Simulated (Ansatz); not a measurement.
System: a (111) slab cut from Ta (Fm-3m), 12 atoms in the cell. Starting structure of the relaxation:

```yaml
crystal:
  lattice:
    - [5.97225, 0.00000, 0.00000]
    - [-2.98613, 5.17212, 0.00000]
    - [0.00000, 0.00000, 20.87632]
  atoms:
    - { symbol: Ta, position: [0.33333, 0.16667, 0.38321] }
    - { symbol: Ta, position: [0.33333, 0.66667, 0.38321] }
    - { symbol: Ta, position: [0.83333, 0.16667, 0.38321] }
    - { symbol: Ta, position: [0.83333, 0.66667, 0.38321] }
    - { symbol: Ta, position: [0.66667, 0.33333, 0.50000] }
    - { symbol: Ta, position: [0.66667, 0.83333, 0.50000] }
    - { symbol: Ta, position: [0.16667, 0.33333, 0.50000] }
    - { symbol: Ta, position: [0.16667, 0.83333, 0.50000] }
    - { symbol: Ta, position: [0.00000, 0.50000, 0.61679] }
    - { symbol: Ta, position: [0.00000, 0.00000, 0.61679] }
    - { symbol: Ta, position: [0.50000, 0.50000, 0.61679] }
    - { symbol: Ta, position: [0.50000, 0.00000, 0.61679] }
```

Computed with Ansatz 0.2.0: DFT PBE, scalar-relativistic, plane waves, PAW, no spin polarisation, 4×4×1 k mesh, 420 eV cutoff, Gaussian smearing of 0.1 eV.

What does the potential across the slab give for the work function?

The work function is 4.64 eV, the same on both faces. The two vacuum levels agree, so the slab has no net dipole along its normal. The outermost atoms are 4.9 Å apart, which leaves 16.0 Å of vacuum in a cell 20.9 Å high.

Spin-orbit coupling is left out, which matters for Ta.

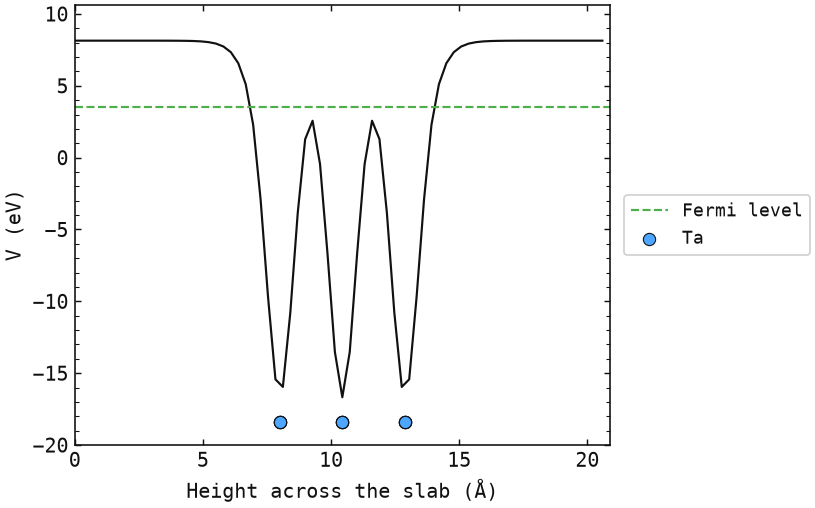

Plane-averaged electrostatic potential energy of an electron across the slab; circles at the bottom mark the heights of the atoms (positions after relaxation).
